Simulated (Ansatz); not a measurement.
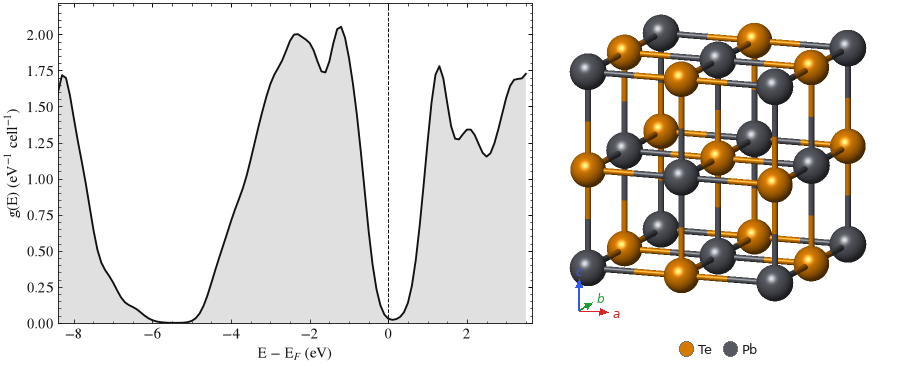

Density of states, beside the structure. Energies are counted from the Fermi level. The DOS curve is built from the levels of the k mesh with Gaussians 0.55 eV wide, which also blur the band edges; ripples of that width can come from the mesh.

Calculation on rocksalt PbTe, space group Fm-3m (No. 225), 2 atoms in the primitive cell, relaxed with r2SCAN; cubic a = 6.536 Å.

Level of theory: PBE, Ansatz PAW set, no spin polarisation, no spin-orbit coupling, 8×8×8 k mesh, 420 eV cutoff, Fermi-Dirac smearing of 0.02 eV; code Ansatz.

Question: Is there a gap at the Fermi level, and how wide?

Answer: There is a gap; over the k points computed it is 0.80 eV (direct to within 0.02 eV).

Spin-orbit coupling is left out, which matters for Pb and Te.
